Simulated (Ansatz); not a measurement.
## Geometry relaxation of Zr$_{16}$S$_{31}$ (part 1 of 5)

Zr$_{16}$S$_{31}$ (defect cell, 47 atoms in the cell), computed with DFT PBE, scalar-relativistic, plane waves, PAW, no spin polarisation (Ansatz 0.2.0).

The structure derives from a Materials Project entry. It belongs to a series of runs on one base structure; here: S vacancy (site d), charge +0, atoms relaxed at the host's cell.

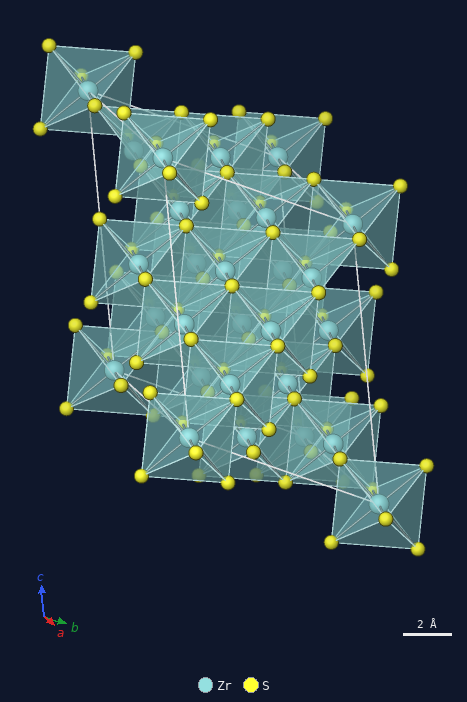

*The input geometry (polyhedral view of the cell of the calculation, seen slightly off an axis; polyhedra are completed across the faces of the cell). An atom can appear more than once, as a periodic image.*

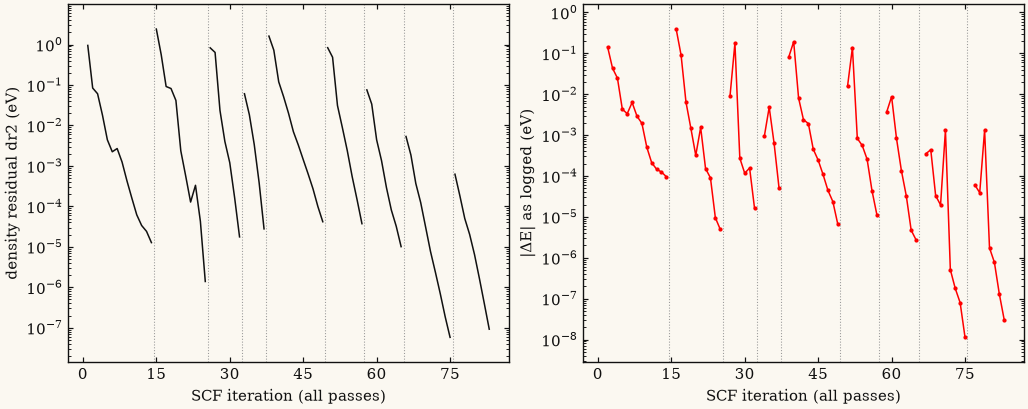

*Convergence of the self-consistent field: density residual dr2 and size of the energy change against the SCF iteration. The dotted lines part the SCF passes of the relaxation: geometry steps, rejected trials and re-solves on a re-selected basis.*

The 9 passes take 5 to 14 iterations each, 83 in all.

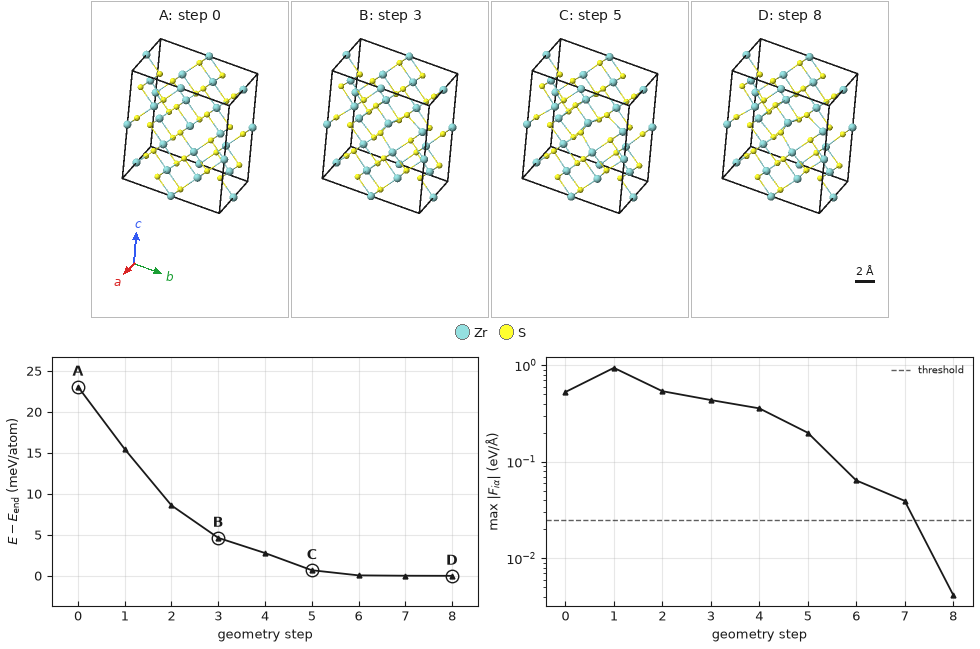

*Frames of the relaxation (ball-and-stick view of the cell of the calculation (origin shifted), seen slightly off an axis) above the curves, on which the letters mark them (the first geometry is step 0 here and step 1 in the log).*

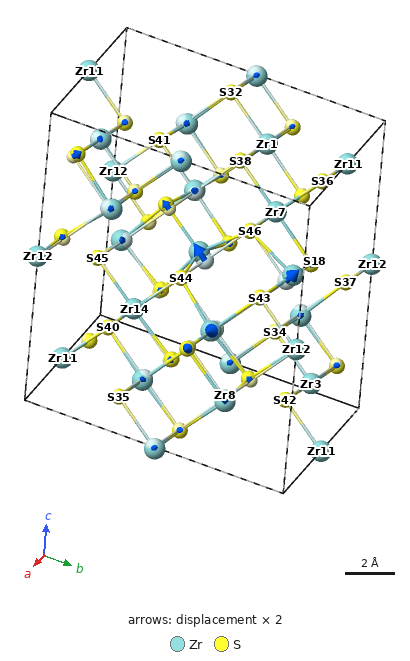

*Start (faint) and end (solid) with the displacements as blue arrows, magnified 2 times (ball-and-stick view of the cell of the calculation (origin shifted), seen slightly off an axis).*

The atom that moves furthest is Zr16 (0.43 Å). By element the largest moves are Zr 0.43 Å, S 0.23 Å. The lattice vectors keep their values. Distances before and after: Zr13–S39 2.574 → 2.385 Å, Zr10–S47 2.574 → 2.675 Å, Zr2–S33 2.574 → 2.665 Å, Zr13–S22 2.574 → 2.516 Å. Among the angles that change: Zr13–S44–Zr16 91.4° → 112.4°, S17–Zr16–S46 180.0° → 160.1°, S44–Zr16–S47 91.4° → 102.9°. The energy falls by 23.1 meV per atom in 8 geometry steps. The largest force component goes from 0.53 to 0.0042 eV/Å. (Atoms are counted from 1 in the order of the input.)

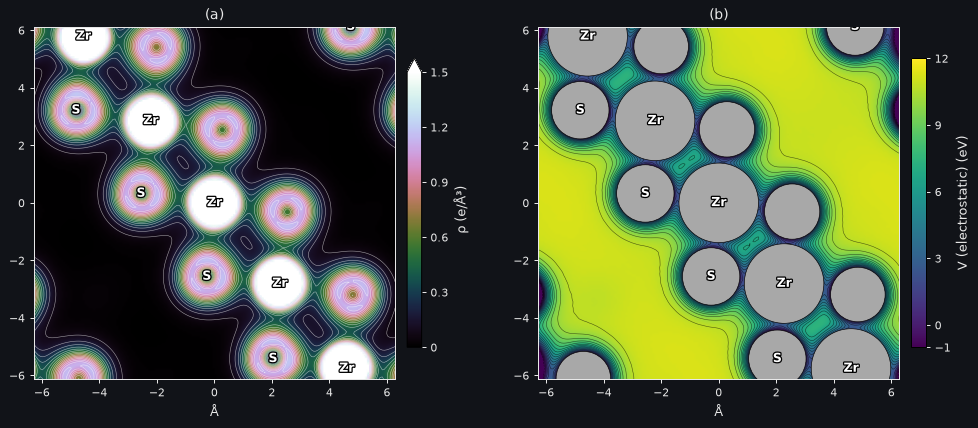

*(a) valence electron density; (b) electrostatic potential energy of an electron on the (011̄) plane of the calculation cell. Grey discs, where drawn, cover atomic cores.*

Atoms in the plane: Zr and S. Zr–S (2.55 Å): ρ is about 0.45 e/Å³ halfway. Zr–S (2.62 Å): ρ at the midpoint is about 0.39 e/Å³. Away from the nuclei the density in this plane falls to 0.003 e/Å³ at its lowest. Outside the cores the potential energy rises away from the atoms and is highest about 2.3 Å from the nearest atoms; outside the discs it spans about 12 eV, and its zero is arbitrary. Core electrons are frozen (PAW), so the fields are smoothed inside the atomic spheres.

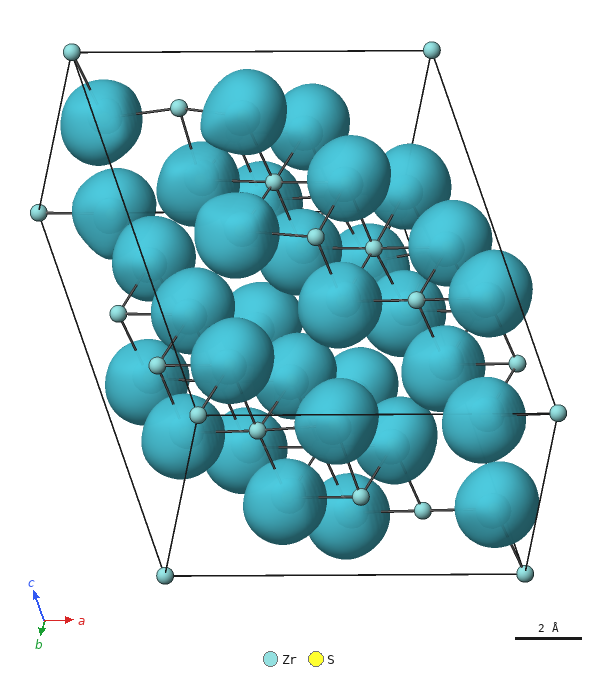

*Isosurface of the ELF at 0.7 (cyan), seen at an oblique angle. Only the valence region is drawn (cores and ρ < 0.01 e/Å³ removed). Sticks mark near contacts. The outline is the calculation cell.*

Profiles from the grid: Zr–S (2.38 Å): the ELF is about 0.45 at the midpoint. Zr–S (2.52 Å): the ELF is about 0.40 at the midpoint (a polar contact without a shared pair, in a metal).

The input and output of the run follow.

Input:
```yaml
crystal:
  lattice:
    - [-7.37041691, -6.3829682806, 6.7579064893]
    - [7.37041691, -6.3829682806, -6.7579064893]
    - [7.37041691, 6.3829682806, 6.7579064893]
  atoms:
    - { symbol: Zr, position: [0.75, 0.875, 0.125] }
    - { symbol: Zr, position: [0.5, 0.5, 0.0] }
    - { symbol: Zr, position: [0.75, 0.125, 0.375] }
    - { symbol: Zr, position: [0.5, 0.75, 0.25] }
    - { symbol: Zr, position: [0.25, 0.375, 0.125] }
    - { symbol: Zr, position: [0.75, 0.375, 0.625] }
    - { symbol: Zr, position: [0.0, 0.0, 0.0] }
    - { symbol: Zr, position: [0.5, 0.0, 0.5] }
    - { symbol: Zr, position: [0.25, 0.625, 0.375] }
    - { symbol: Zr, position: [0.75, 0.625, 0.875] }
    - { symbol: Zr, position: [0.0, 0.25, 0.25] }
    - { symbol: Zr, position: [0.5, 0.25, 0.75] }
    - { symbol: Zr, position: [0.25, 0.875, 0.625] }
    - { symbol: Zr, position: [0.0, 0.5, 0.5] }
    - { symbol: Zr, position: [0.25, 0.125, 0.875] }
    - { symbol: Zr, position: [0.0, 0.75, 0.75] }
    - { symbol: S, position: [0.8095084441, 0.5416666667, 0.5178417774] }
    - { symbol: S, position: [0.0595084441, 0.1666666667, 0.8928417774] }
    - { symbol: S, position: [0.8095084441, 0.7916666667, 0.7678417774] }
    - { symbol: S, position: [0.5595084441, 0.4166666667, 0.6428417774] }
    - { symbol: S, position: [0.0595084441, 0.4166666667, 0.1428417774] }
    - { symbol: S, position: [0.3095084441, 0.0416666667, 0.5178417774] }
    - { symbol: S, position: [0.8095084441, 0.0416666667, 0.0178417774] }
    - { symbol: S, position: [0.5595084441, 0.6666666667, 0.8928417774] }
    - { symbol: S, position: [0.0595084441, 0.6666666667, 0.3928417774] }
    - { symbol: S, position: [0.3095084441, 0.2916666667, 0.7678417774] }
    - { symbol: S, position: [0.8095084441, 0.2916666667, 0.2678417774] }
    - { symbol: S, position: [0.5595084441, 0.9166666667, 0.1428417774] }
    - { symbol: S, position: [0.3095084441, 0.5416666667, 0.0178417774] }
    - { symbol: S, position: [0.5595084441, 0.1666666667, 0.3928417774] }
    - { symbol: S, position: [0.3095084441, 0.7916666667, 0.2678417774] }
    - { symbol: S, position: [0.6904915559, 0.7083333333, 0.2321582226] }
    - { symbol: S, position: [0.4404915559, 0.3333333333, 0.1071582225] }
    - { symbol: S, position: [0.6904915559, 0.9583333333, 0.4821582226] }
    - { symbol: S, position: [0.4404915559, 0.5833333333, 0.3571582225] }
    - { symbol: S, position: [0.1904915559, 0.2083333333, 0.2321582226] }
    - { symbol: S, position: [0.6904915559, 0.2083333333, 0.7321582226] }
    - { symbol: S, position: [0.9404915559, 0.8333333333, 0.1071582225] }
    - { symbol: S, position: [0.4404915559, 0.8333333333, 0.6071582226] }
    - { symbol: S, position: [0.1904915559, 0.4583333333, 0.4821582226] }
    - { symbol: S, position: [0.6904915559, 0.4583333333, 0.9821582226] }
    - { symbol: S, position: [0.9404915559, 0.0833333333, 0.3571582225] }
    - { symbol: S, position: [0.4404915559, 0.0833333333, 0.8571582226] }
    - { symbol: S, position: [0.1904915559, 0.7083333333, 0.7321582226] }
    - { symbol: S, position: [0.9404915559, 0.3333333333, 0.6071582226] }
    - { symbol: S, position: [0.1904915559, 0.9583333333, 0.9821582226] }
    - { symbol: S, position: [0.9404915559, 0.5833333333, 0.8571582226] }
  host:
    lattice:
      - [3.685208455, 0.0, 0.0]
      - [-1.8426042275, 3.1914841403, 0.0]
      - [0.0, 0.0, 6.7579064893]
    atoms:
      - { symbol: Zr, position: [0.0, 0.0, 0.0] }
      - { symbol: S, position: [0.6666666667, 0.3333333333, 0.7856835549] }
      - { symbol: S, position: [0.3333333333, 0.6666666667, 0.2143164451] }
basis:
  ecutwfc: 420
  xc_grid: 2
kpoints:
  mp_grid: { grid: [2, 2, 2], shift: [0.5, 0.5, 0.5] }
hamiltonian:
  xc: pbe
scf:
  occupations: { method: gaussian, width: 0.01 }
output:
  forces: true
  stress: false
  eigenvalues: true
  charged_corrections:
    defect_position: [0.05950844, 0.91666667, 0.64284178]
    epsilon: [[53.0164, 0.0, 0.0], [0.0, 53.0164, 0.0], [0.0, 0.0, 3.7275]]
  write_density: true
  write_potential: true
  elf: true
  volumetric_format: npy
relax:
  adjacent_minimum: "off"
  f_tol: 0.025
  max_steps: 45
```

Command:
```bash
ansatz run input.yaml --threads 4 --pin off --max-ram 10240MiB --backend cpu --events-out ev --progress --plain --runs-dir out
```

Log:
```
Engine: ansatz 0.2.0, aarch64-unknown-linux-gnu
Pseudopotentials: kind: paw
Pseudopotential: Zr, paw, valence charge 12, recommended cutoff 420 eV (normal), Zr.paw.azcp
Pseudopotential: S, paw, valence charge 6, recommended cutoff 420 eV (normal), S.paw.azcp
Functional definition: PBE
  parameter kappa = 0.804
  parameter beta = 0.06672455060314922
  exchange = pbe_x(kappa = kappa, mu = beta*pi^2/3)
  correlation = pbe_c(beta = beta)
Crystal: 47 atoms, lattice volume = 1271.707 Å³
Basis set: ecut = 420 eV, 24871 PW (Γ), exchange–correlation on 160×160×160 points (8 copies of the dense FFT grid, shifted against one another)
Bands: 236, of which v1, the nominal top of the filled ones, is band 189 counted from 1 (188 counted from 0)
Symmetry: 2 space group operations
Space group: Cm (ITA 8), of the structure as read, at distance tolerance 1.1e-4 Å
k-points: 4 of 8 (time reversal used)
Non-local potential: Zr, projectors of the file, l = 0: 3, l = 1: 2, l = 2: 2, l = 3: 2
Non-local potential: S, projectors of the file, l = 0: 2, l = 1: 2, l = 2: 2
PAW form: soft (Blöchl's): semilocal exchange-correlation on the pseudo side does not see the compensation charge
PAW one-centre angular grid: Zr, 590 points (default); XC on 64 Gauss nodes
PAW one-centre angular grid: S, 110 points (default); XC on 64 Gauss nodes
Initial density: superposition of atomic densities (neutral atoms: chi_scale 0, normalization atom), corrected by the library's trained network
Initial wavefunctions: pseudopotential atomic-orbital guess
Functional: x = pbe(κ = 0.804, μ = 0.2195149727645171), c = pbe(β = 0.06672455060314922)
SCF iter   1: F=—  HF=-94976.750281 eV  |F-HF|=—  |Δ(HF+E_count)|=         —  Δρ=3.85e-3  dr2=9.54e-1  ethr=1.77e-3  ⟨swp⟩=6.5  Hψ=3587  notcnv=0  defer=58
preconditioner: auto → Resta (q_TF=auto, 2.229 Å⁻¹)  ε∞=6.5  [insulator: Δε(μ)=0.183 eV  Ē_g=7.051 eV  σ=0.010 eV  W_gap=1.00  n_scr=240 (ndim 8)  ℏωp=16.5 eV  f_vac=0.155  D(μ)=0.00/eV (n_scr^D=0)  ε∞_Penn≈6.5]
SCF iter   2: F=—  HF=-94976.606812 eV  |F-HF|=—  |Δ(HF+E_count)|=   1.43e-1  Δρ=1.62e-3  dr2=8.43e-2  ethr=2.52e-4  ⟨swp⟩=2.0  Hψ=1096  notcnv=0  defer=133
preconditioner: auto → LDOS  [insulator: Δε(μ)=0.034 eV  Ē_g=7.057 eV  σ=0.010 eV  W_gap=0.52  n_scr=240 (ndim 8)  ℏωp=16.5 eV  f_vac=0.155  D(μ)=70.56/eV (n_scr^D=666)  ε∞_Penn≈6.4  β→1.0]
SCF iter   3: F=—  HF=-94976.563473 eV  |F-HF|=—  |Δ(HF+E_count)|=   4.33e-2  Δρ=1.35e-3  dr2=6.09e-2  ethr=2.23e-5  ⟨swp⟩=4.0  Hψ=1527  notcnv=0  defer=165
SCF iter   4: F=—  HF=-94976.588232 eV  |F-HF|=—  |Δ(HF+E_count)|=   2.48e-2  Δρ=7.85e-4  dr2=1.80e-2  ethr=1.61e-5  ⟨swp⟩=3.5  Hψ=1393  notcnv=0  defer=165
SCF iter   5: F=—  HF=-94976.583913 eV  |F-HF|=—  |Δ(HF+E_count)|=   4.32e-3  Δρ=5.72e-4  dr2=4.42e-3  ethr=4.76e-6  ⟨swp⟩=2.0  Hψ=805  notcnv=0  defer=165
SCF iter   6: F=—  HF=-94976.587252 eV  |F-HF|=—  |Δ(HF+E_count)|=   3.34e-3  Δρ=5.15e-4  dr2=2.24e-3  ethr=1.17e-6  ⟨swp⟩=2.0  Hψ=956  notcnv=0  defer=165
SCF iter   7: F=—  HF=-94976.593537 eV  |F-HF|=—  |Δ(HF+E_count)|=   6.29e-3  Δρ=4.30e-4  dr2=2.69e-3  ethr=5.92e-7  ⟨swp⟩=3.0  Hψ=1170  notcnv=0  defer=165
SCF iter   8: F=—  HF=-94976.596436 eV  |F-HF|=—  |Δ(HF+E_count)|=   2.90e-3  Δρ=3.08e-4  dr2=1.25e-3  ethr=5.92e-7  ⟨swp⟩=2.0  Hψ=970  notcnv=0  defer=165
SCF iter   9: F=—  HF=-94976.598374 eV  |F-HF|=—  |Δ(HF+E_count)|=   1.94e-3  Δρ=1.98e-4  dr2=4.28e-4  ethr=3.31e-7  ⟨swp⟩=3.0  Hψ=1165  notcnv=0  defer=165
SCF iter  10: F=—  HF=-94976.598880 eV  |F-HF|=—  |Δ(HF+E_count)|=   5.06e-4  Δρ=1.42e-4  dr2=1.60e-4  ethr=1.13e-7  ⟨swp⟩=2.0  Hψ=1161  notcnv=0  defer=165
SCF iter  11: F=—  HF=-94976.599092 eV  |F-HF|=—  |Δ(HF+E_count)|=   2.11e-4  Δρ=1.08e-4  dr2=6.19e-5  ethr=4.22e-8  ⟨swp⟩=2.0  Hψ=1155  notcnv=0  defer=165
SCF iter  12: F=—  HF=-94976.599239 eV  |F-HF|=—  |Δ(HF+E_count)|=   1.47e-4  Δρ=8.60e-5  dr2=3.37e-5  ethr=1.64e-8  ⟨swp⟩=2.8  Hψ=1159  notcnv=0  defer=165
SCF iter  13: F=—  HF=-94976.599364 eV  |F-HF|=—  |Δ(HF+E_count)|=   1.25e-4  Δρ=6.82e-5  dr2=2.41e-5  ethr=8.92e-9  ⟨swp⟩=2.0  Hψ=1189  notcnv=0  defer=165
SCF iter  14: F=-94976.599536 eV  HF=-94976.599459 eV  |F-HF|=7.61e-5  |Δ(HF+E_count)|=   9.59e-5  Δρ=4.92e-5  dr2=1.27e-5  ethr=4.13e-9  ⟨swp⟩=15.0  Hψ=8314  notcnv=0
SCF 1 converged in 14 iterations: F = -94976.599536 eV  dr2 = 1.27e-5
  greatest PAW one-centre occupation: 0.995 electrons in one spin orbital (limit 2), on the Zr atom at site 14 (counted from 0), in its partial waves of l = 0
relax step   1: F+E_penalty+E_count = -94976.59953551 eV  Δ(F+E_penalty+E_count) = +0.000e0 eV  max|allowed force component| = 5.282e-1 eV/Å  Δτ_max = 0.0000 Å  (14 SCF iters, dr2 threshold 1.56e-5 eV, accepted)
Initial density: handed on by an earlier stage of this run
Initial wavefunctions: those handed on with the density
iter 1 solved again at ethr=6.43e-4 eV; its pass at ethr=3.10e-3 eV (dr2=2.43e0 eV) is discarded
SCF iter   1: F=—  HF=-94977.447969 eV  |F-HF|=—  |Δ(HF+E_count)|=         —  Δρ=7.37e-3  dr2=2.42e0  ethr=6.43e-4  ⟨swp⟩=1.5  Hψ=3241  notcnv=0  defer=152
preconditioner: auto → Resta (q_TF=auto, 2.229 Å⁻¹)  ε∞=6.4  [insulator: Δε(μ)=0.076 eV  Ē_g=7.098 eV  σ=0.010 eV  W_gap=1.00  n_scr=240 (ndim 8)  ℏωp=16.5 eV  f_vac=0.153  D(μ)=0.00/eV (n_scr^D=0)  ε∞_Penn≈6.4]
SCF iter   2: F=—  HF=-94977.054688 eV  |F-HF|=—  |Δ(HF+E_count)|=   3.93e-1  Δρ=4.25e-3  dr2=5.60e-1  ethr=6.39e-4  ⟨swp⟩=3.8  Hψ=1669  notcnv=0  defer=152
SCF iter   3: F=—  HF=-94976.963682 eV  |F-HF|=—  |Δ(HF+E_count)|=   9.10e-2  Δρ=1.69e-3  dr2=9.20e-2  ethr=1.48e-4  ⟨swp⟩=3.0  Hψ=1516  notcnv=0  defer=158
SCF iter   4: F=—  HF=-94976.957236 eV  |F-HF|=—  |Δ(HF+E_count)|=   6.45e-3  Δρ=1.11e-3  dr2=8.20e-2  ethr=2.43e-5  ⟨swp⟩=3.0  Hψ=1179  notcnv=0  defer=161
SCF iter   5: F=—  HF=-94976.955765 eV  |F-HF|=—  |Δ(HF+E_count)|=   1.47e-3  Δρ=7.80e-4  dr2=4.16e-2  ethr=2.17e-5  ⟨swp⟩=2.2  Hψ=819  notcnv=0  defer=161
SCF iter   6: F=—  HF=-94976.955445 eV  |F-HF|=—  |Δ(HF+E_count)|=   3.20e-4  Δρ=2.42e-4  dr2=2.36e-3  ethr=1.10e-5  ⟨swp⟩=1.8  Hψ=787  notcnv=0  defer=161
SCF iter   7: F=—  HF=-94976.956988 eV  |F-HF|=—  |Δ(HF+E_count)|=   1.54e-3  Δρ=1.40e-4  dr2=5.63e-4  ethr=6.25e-7  ⟨swp⟩=2.0  Hψ=1056  notcnv=0  defer=161
SCF iter   8: F=—  HF=-94976.957140 eV  |F-HF|=—  |Δ(HF+E_count)|=   1.52e-4  Δρ=6.15e-5  dr2=1.28e-4  ethr=1.49e-7  ⟨swp⟩=2.2  Hψ=1156  notcnv=0  defer=161
SCF iter   9: F=—  HF=-94976.957231 eV  |F-HF|=—  |Δ(HF+E_count)|=   9.03e-5  Δρ=6.68e-5  dr2=3.32e-4  ethr=3.38e-8  ⟨swp⟩=2.5  Hψ=1162  notcnv=0  defer=161  recentre
SCF iter  10: F=—  HF=-94976.957240 eV  |F-HF|=—  |Δ(HF+E_count)|=   9.56e-6  Δρ=2.36e-5  dr2=4.25e-5  ethr=3.38e-8  ⟨swp⟩=2.0  Hψ=880  notcnv=0  defer=161
SCF iter  11: F=-94976.957245 eV  HF=-94976.957245 eV  |F-HF|=3.09e-9  |Δ(HF+E_count)|=   4.96e-6  Δρ=4.71e-6  dr2=1.39e-6  ethr=4.61e-9  ⟨swp⟩=19.0  Hψ=8443  notcnv=0
SCF 2 converged in 11 iterations: F = -94976.957245 eV  dr2 = 1.39e-6
[... from here on the iterations of each SCF are left out, up to the last one ...]
relax step   2: F+E_penalty+E_count = -94976.95724508 eV  Δ(F+E_penalty+E_count) = -3.577e-1 eV  max|allowed force component| = 9.403e-1 eV/Å  Δτ_max = 0.1410 Å  (11 SCF iters, dr2 threshold 1.74e-5 eV, accepted)
preconditioner: auto → LDOS  [insulator: Δε(μ)=0.020 eV  Ē_g=7.126 eV  σ=0.010 eV  W_gap=0.84  n_scr=240 (ndim 8)  ℏωp=16.5 eV  f_vac=0.152  D(μ)=24.81/eV (n_scr^D=146)  ε∞_Penn≈6.3  β→1.0]
SCF 3 converged in 7 iterations: F = -94977.280225 eV  dr2 = 1.76e-5
relax step   3: F+E_penalty+E_count = -94977.28022482 eV  Δ(F+E_penalty+E_count) = -3.230e-1 eV  max|allowed force component| = 5.390e-1 eV/Å  Δτ_max = 0.1951 Å  (7 SCF iters, dr2 threshold 5.53e-5 eV, accepted)
preconditioner: auto → LDOS  [insulator: Δε(μ)=0.026 eV  Ē_g=7.135 eV  σ=0.010 eV  W_gap=0.94  n_scr=240 (ndim 8)  ℏωp=16.5 eV  f_vac=0.154  D(μ)=12.51/eV (n_scr^D=50)  ε∞_Penn≈6.3  β→1.0]
SCF 4 converged in 5 iterations: F = -94977.466157 eV  dr2 = 2.78e-5
```
